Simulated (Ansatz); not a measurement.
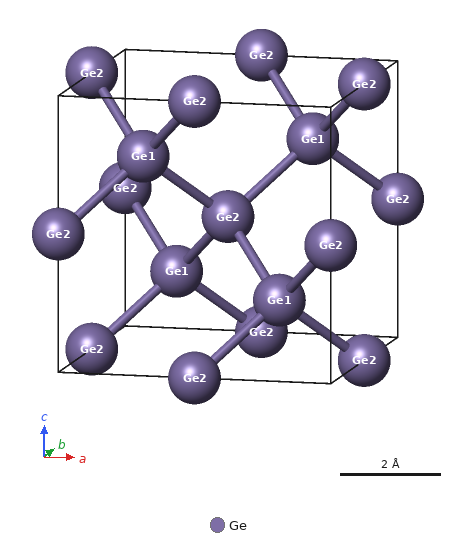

Figure 1. The input geometry of run A (ball-and-stick view of the cell 4 times as large as that of the calculation, set on its symmetry axes, seen slightly off an axis; atoms are numbered from 1 in the order of the input).

## What a change does: geometry relaxation on Ge

System: Ge (2 atoms in the cell).
Method of run A: Kohn-Sham DFT of a periodic cell, SVWN5, Ansatz PAW, no spin polarisation (Ansatz 0.2.0).

The structure derives from an entry of the Crystallography Open Database. Text and figures count atoms from 1; the logs count them from 0 in places.

**Input, run A**
```yaml
crystal:
  lattice:
    - [0.0, 2.82891, 2.82891]
    - [2.82891, 0.0, 2.82891]
    - [2.82891, 2.82891, 0.0]
  atoms:
    - { symbol: Ge, position: [0.75, 0.75, 0.75] }
    - { symbol: Ge, position: [0.5, 0.5, 0.5] }
hamiltonian:
  xc: { exchange: slater, correlation: vwn5 }
  pseudopotentials: { kind: paw }
kpoints:
  mp_grid: { grid: [8, 8, 8] }
scf:
  occupations: { method: fermi_dirac, width: 0.05 }
output:
  forces: true
  stress: true
relax:
  f_tol: 0.01
  max_steps: 40
  cell: { stress_tol: 0.05 }
```

Command:
```bash
ansatz run input.yaml --threads 2 --pin off --max-ram 5120MiB --backend cpu --events-out ev --progress --plain --runs-dir out
```

Hardware: 2 threads of Intel Xeon @ 2.50GHz (Skylake/Cascade Lake), 189 GiB of memory available, shared host.

**Output, shortened to warnings, some set-up lines, iterations and results (run A)**
```
Basis set: ecut = 420 eV, 893 PW (Γ)
Symmetry: 48 space group operations
k-points: 29 of 512
Initial density: superposition of atomic densities (neutral atoms: chi_scale 0, normalization atom), corrected by the library's trained network
[...]
SCF iter   1: F=—  HF=-8432.145576 eV  |F-HF|=—  |Δ(HF+E_count)|=         —  Δρ=4.89e-3  dr2=4.38e-3  ethr=1.77e-3  ⟨swp⟩=5.9  Hψ=2482  notcnv=0
SCF iter   2: F=—  HF=-8432.143733 eV  |F-HF|=—  |Δ(HF+E_count)|=   1.84e-3  Δρ=2.54e-3  dr2=1.05e-3  ethr=1.57e-5  ⟨swp⟩=1.3  Hψ=770  notcnv=0
SCF iter   3: F=—  HF=-8432.143694 eV  |F-HF|=—  |Δ(HF+E_count)|=   3.84e-5  Δρ=6.21e-4  dr2=8.45e-5  ethr=3.76e-6  ⟨swp⟩=2.0  Hψ=812  notcnv=0
SCF iter   4: F=—  HF=-8432.143576 eV  |F-HF|=—  |Δ(HF+E_count)|=   1.19e-4  Δρ=1.97e-4  dr2=9.26e-6  ethr=3.02e-7  ⟨swp⟩=2.0  Hψ=871  notcnv=0
SCF iter   5: F=—  HF=-8432.143561 eV  |F-HF|=—  |Δ(HF+E_count)|=   1.49e-5  Δρ=5.94e-5  dr2=6.71e-7  ethr=3.31e-8  ⟨swp⟩=2.0  Hψ=930  notcnv=0
[... 20 lines ...]
SCF iter   4: F=—  HF=-8432.147309 eV  |F-HF|=—  |Δ(HF+E_count)|=   1.94e-9  Δρ=2.09e-6  dr2=3.25e-9  ethr=6.43e-11  ⟨swp⟩=2.0  Hψ=888  notcnv=0
SCF iter   5: F=—  HF=-8432.147309 eV  |F-HF|=—  |Δ(HF+E_count)|=  7.35e-10  Δρ=7.28e-7  dr2=2.51e-10  ethr=1.16e-11  ⟨swp⟩=2.0  Hψ=907  notcnv=0
SCF iter   6: F=-8432.147309 eV  HF=-8432.147309 eV  |F-HF|=7.28e-12  |Δ(HF+E_count)|=  1.09e-10  Δρ=1.03e-7  dr2=6.41e-12  ethr=1.00e-12  ⟨swp⟩=4.0  Hψ=2472  notcnv=0
SCF 4 converged in 6 iterations: F = -8432.147309 eV  dr2 = 6.41e-12
relax step   4: F+E_penalty+E_count = -8432.14730886 eV  Δ(F+E_penalty+E_count) = +1.641e-4 eV  max|allowed force component| = 6.014e-17 eV/Å  Δτ_max = 0.0000 Å  P = +0.007 …
basis re-selected at this cell: Δ(F+E_penalty+E_count) = +1.641e-4 eV, ΔP = +0.003 GPa vs the last step (what re-selecting the basis moved, of the pressure what is left beyond the Pulay correction that the steps carried, after the strain that the cell walked since its last selection, with what the …
SCF converged after 6 iterations
Free energy (F): -8432.147309 eV
Harris-Foulkes:  -8432.147309 eV  (|F-HF|=7.28e-12)
Internal energy: -8432.146336 eV  (E = F + TS)
E sigma→0 (E₀):  -8432.146822 eV
Entropy (-TS):   -0.000973 eV (-0.487 meV/atom)
Fermi energy:    8.541377 eV
--- Per-component energies (eV) ---
  E_band       = -303.520980
  E_kinetic    = 224.635604
  E_local      = -4923.051279  (includes V_loc(G=0)·N_el)
  E_nonlocal   = 843.574471
  E_hartree    = 2158.438002
  E_xc         = -150.932733
  E_vxc        = -130.925642  (∫ρ·V_xc dr)
  E_paw        = -3883.493235  (= ΣΔE_a)
  E_vpaw       = -634.630564  (= ΣTr[D̂ρ^β])
  E_aug_tail   = 0.000594  (compensation charges beyond the density's cutoff)
  E_ewald      = -2705.135762
  E_core_change = 3.818002  (= ΣΔE_core)
  E_smearing   = -0.000973  (= −TS)
  E_closure    = 0.000000  (closes the sum)
  Σ components = -8432.147309   (vs F -8432.147309, Δ=0.00e0)
--- Forces (eV/Å), atoms counted from 1 ---
  atom   1  Ge     0.00000000    -0.00000000     0.00000000
  atom   2  Ge    -0.00000000    -0.00000000    -0.00000000
  max |Σ_I F_I| component: 1.97e-17 eV/Å
--- Stress (GPa, compression-positive) ---
        0.006638       0.000000       0.000000
        0.000000       0.006638       0.000000
        0.000000       0.000000       0.006638
  P = ⅓ Tr σ = 0.0066 GPa (0.066 kbar)
--- Relaxed structure (3 steps of the walk, 3 accepted, 1 SCFs on fresh bases) ---
  F+E_penalty+E_count = -8432.14730886 eV   max|allowed force component| = 6.014e-17 eV/Å   (the final SCF, on the basis selected at the relaxed cell)
  cell:  # Å, volume = 44.3801 Å³
    - [4.0762976263164716e-34, 2.810085302834836, 2.810085302834836]
    - [2.810085302834836, 1.0827665569903128e-34, 2.810085302834836]
    - [2.810085302834836, 2.810085302834836, 5.923369988241123e-34]
  atoms:
    - { symbol: Ge, position: [0.75, 0.75, 0.75] }
    - { symbol: Ge, position: [0.5, 0.5, 0.5] }
```

For run B the input was changed thus:
```diff
-  xc: { exchange: slater, correlation: vwn5 }
+  xc: pbesol
+  dispersion: d4
```

Predict how the results change.

The total energies belong to different models, so their difference says nothing on which is more stable or more accurate. The volume per atom goes from 22.19 to 22.44 Å³. The functional changes from one typed by its parts (see the input) to PBEsol. The number of SCF iterations is the same.

**Output, shortened to warnings, some set-up lines, iterations and results (run B)**
```
Basis set: ecut = 420 eV, 893 PW (Γ), exchange–correlation on 54×54×54 points (8 copies of the dense FFT grid, shifted against one another)
Symmetry: 48 space group operations
k-points: 29 of 512
Initial density: superposition of atomic densities (neutral atoms: chi_scale 0, normalization atom), corrected by the library's trained network
[...]
SCF iter   1: F=—  HF=-8507.356963 eV  |F-HF|=—  |Δ(HF+E_count)|=         —  Δρ=2.37e-3  dr2=3.06e-3  ethr=1.77e-3  ⟨swp⟩=5.9  Hψ=2481  notcnv=0
SCF iter   2: F=—  HF=-8507.355665 eV  |F-HF|=—  |Δ(HF+E_count)|=   1.30e-3  Δρ=1.68e-3  dr2=1.67e-3  ethr=1.09e-5  ⟨swp⟩=1.4  Hψ=770  notcnv=0
SCF iter   3: F=—  HF=-8507.355776 eV  |F-HF|=—  |Δ(HF+E_count)|=   1.11e-4  Δρ=8.89e-4  dr2=1.86e-4  ethr=5.96e-6  ⟨swp⟩=2.0  Hψ=929  notcnv=0
SCF iter   4: F=—  HF=-8507.355745 eV  |F-HF|=—  |Δ(HF+E_count)|=   3.05e-5  Δρ=4.56e-4  dr2=1.26e-4  ethr=6.65e-7  ⟨swp⟩=2.0  Hψ=930  notcnv=0
SCF iter   5: F=—  HF=-8507.355669 eV  |F-HF|=—  |Δ(HF+E_count)|=   7.62e-5  Δρ=2.23e-4  dr2=1.32e-5  ethr=4.52e-7  ⟨swp⟩=2.0  Hψ=929  notcnv=0
[... 20 lines ...]
SCF iter   4: F=—  HF=-8507.356374 eV  |F-HF|=—  |Δ(HF+E_count)|=  8.62e-10  Δρ=4.81e-7  dr2=1.66e-10  ethr=4.65e-12  ⟨swp⟩=2.0  Hψ=581  notcnv=0
SCF iter   5: F=—  HF=-8507.356374 eV  |F-HF|=—  |Δ(HF+E_count)|=  1.84e-10  Δρ=1.78e-7  dr2=2.14e-11  ethr=1.00e-12  ⟨swp⟩=3.0  Hψ=970  notcnv=0
SCF iter   6: F=-8507.356374 eV  HF=-8507.356374 eV  |F-HF|=0.00e0  |Δ(HF+E_count)|=  1.82e-12  Δρ=6.46e-8  dr2=5.05e-13  ethr=1.00e-12  ⟨swp⟩=5.0  Hψ=1990  notcnv=0
SCF 4 converged in 6 iterations: F = -8507.356374 eV  dr2 = 5.05e-13
relax step   4: F+E_penalty+E_count = -8507.35637449 eV  Δ(F+E_penalty+E_count) = +6.429e-5 eV  max|allowed force component| = 6.939e-17 eV/Å  Δτ_max = 0.0000 Å  P = +0.002 …
basis re-selected at this cell: Δ(F+E_penalty+E_count) = +6.429e-5 eV, ΔP = +0.001 GPa vs the last step (what re-selecting the basis moved, of the pressure what is left beyond the Pulay correction that the steps carried, after the strain that the cell walked since its last selection, with what the …
SCF converged after 6 iterations
Free energy (F): -8507.356374 eV
Harris-Foulkes:  -8507.356374 eV  (|F-HF|=0.00e0)
Internal energy: -8507.355499 eV  (E = F + TS)
E sigma→0 (E₀):  -8507.355937 eV
Entropy (-TS):   -0.000875 eV (-0.438 meV/atom)
Fermi energy:    8.599128 eV
--- Per-component energies (eV) ---
  E_band       = -299.590952
  E_kinetic    = 223.533013
  E_local      = -4931.887093  (includes V_loc(G=0)·N_el)
  E_nonlocal   = 840.596557
  E_hartree    = 2162.465366
  E_xc         = -150.142402
  E_vxc        = -129.739798  (∫ρ·V_xc dr)
  E_paw        = -3958.462423  (= ΣΔE_a)
  E_vpaw       = -627.025012  (= ΣTr[D̂ρ^β])
  E_aug_tail   = 0.000610  (compensation charges beyond the density's cutoff)
  E_ewald      = -2694.918373
  E_disp       = -0.376628  (pairwise vdW)
  E_core_change = 1.835872  (= ΣΔE_core)
  E_smearing   = -0.000875  (= −TS)
  E_closure    = -0.000000  (closes the sum)
  Σ components = -8507.356374   (vs F -8507.356374, Δ=0.00e0)
--- Forces (eV/Å), atoms counted from 1 ---
  atom   1  Ge    -0.00000000     0.00000000     0.00000000
  atom   2  Ge     0.00000000     0.00000000    -0.00000000
  max |Σ_I F_I| component: 5.55e-17 eV/Å
--- Stress (GPa, compression-positive) ---
        0.002225      -0.000000      -0.000000
       -0.000000       0.002225       0.000000
       -0.000000      -0.000000       0.002225
  P = ⅓ Tr σ = 0.0022 GPa (0.022 kbar)
--- Relaxed structure (3 steps of the walk, 3 accepted, 1 SCFs on fresh bases) ---
  F+E_penalty+E_count = -8507.35637449 eV   max|allowed force component| = 6.939e-17 eV/Å   (the final SCF, on the basis selected at the relaxed cell)
  cell:  # Å, volume = 44.8868 Å³
    - [-6.48067630433908e-34, 2.8207393295506304, 2.8207393295506304]
    - [2.8207393295506304, -7.117597808451029e-34, 2.8207393295506304]
    - [2.8207393295506304, 2.8207393295506304, -3.4393761222045233e-34]
  atoms:
    - { symbol: Ge, position: [0.7500000000000001, 0.7500000000000001, 0.7500000000000001] }
    - { symbol: Ge, position: [0.5, 0.5, 0.5] }
```

**The two runs side by side**

```tsv
quantity	run A	run B
outcome	converged	converged
free energy per atom (eV)	−4216.0737	−4253.6782
energy per atom, smearing taken to zero (eV)	−4216.0734	−4253.6780
pressure (GPa)	0.01	0.00
volume per atom (Å³)	22.19	22.44
largest force (eV/Å)	0.000	0.000
SCF iterations	22	22
irreducible k-points	29	29
wall time (shared host)	9.6 s	9.8 s
```
